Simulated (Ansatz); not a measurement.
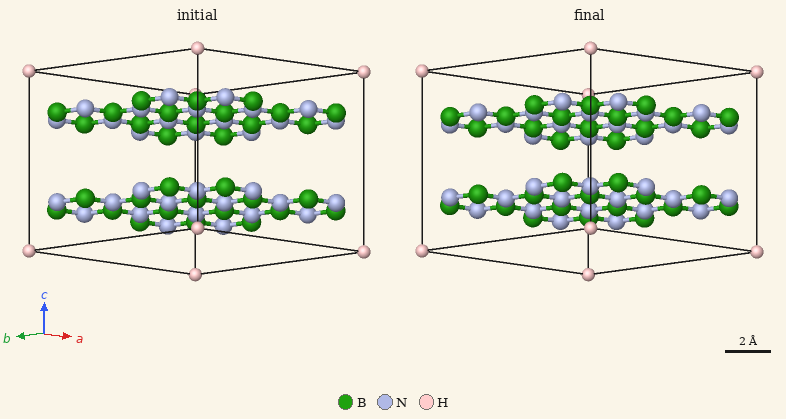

The structure of a defect cell of composition B24HN24 before (left) and after (right) a relaxation, at one scale.

Style: ball-and-stick. Shown: the cell of the calculation, reduced to other axes, from a free direction. Lengths and directions refer to the drawn axes.

Case: H interstitial, charge +0, atoms relaxed at the host's cell.

All numbers below come from DFT PBE, scalar-relativistic, plane waves, PAW in Ansatz. Set-up: plane-wave cutoff 420 eV; k-point mesh 3 × 3 × 3; occupations gaussian; smearing width 0.01 eV; collinear spin; atoms relaxed in a fixed cell; force threshold 0.025 eV/Å; at most 45 steps.

Question: Summarise the run.

Answer: The largest moves, 0.22 Å, are those of N atoms. Largest moves by element: N 0.22 Å, B 0.21 Å. H stays in place. The lattice vectors keep their values. After 3 geometry steps the energy has fallen by 88.7 meV per cell of the calculation. The largest force component goes from 0.14 to 0.01 eV/Å. Cost: 5.4 min on 4 threads of Arm Neoverse N1, with other jobs on the host, peak memory 2.5 GiB.

Limits of the set-up: the periodic images lie only 8.3 Å apart, so the values are limited by the cell's size.
